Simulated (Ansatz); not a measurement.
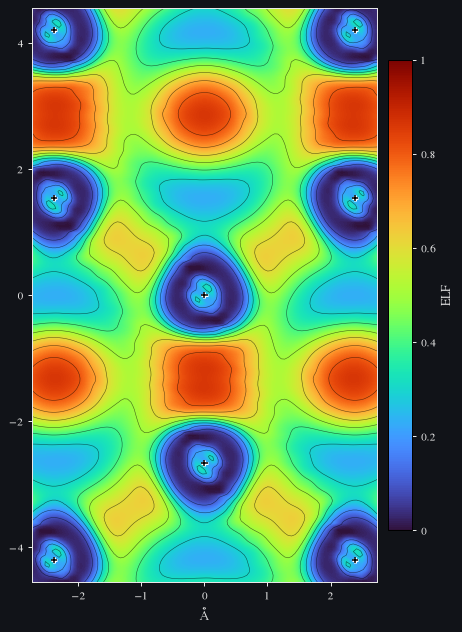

The ELF on a plane through atoms (crosses mark nuclei in the plane).

The calculation used Ansatz, DFT, PBE, plane-wave PAW, default files, scalar-relativistic, frozen cores.

Candidates:
A. CdSe, a = 4.30 Å, b = 4.30 Å, c = 7.08 Å, α = 90.00°, β = 90.00°, γ = 120.00°. Space group P6₃mc; computed pressure about 2 GPa in this cell.
B. P, a = 5.50 Å, b = 10.88 Å, c = 11.24 Å, α = 94.59°, β = 99.64°, γ = 100.55°. Space group P-1.
C. Al₂Cu, a = 5.94 Å, b = 5.94 Å, c = 4.78 Å, α = 90.00°, β = 90.00°, γ = 90.00°. Space group I4/mcm; computed pressure about 7 GPa in this cell; computed without spin polarisation.

Q: Which candidate gave the map?

A: Candidate C: Al₂Cu on the (11̄0) plane of the conventional cell, which holds Al. Al–Al (2.66 Å): the ELF peaks at about 0.85 between the atoms. Al–Al (2.84 Å): the ELF peaks at about 0.65 between the atoms.
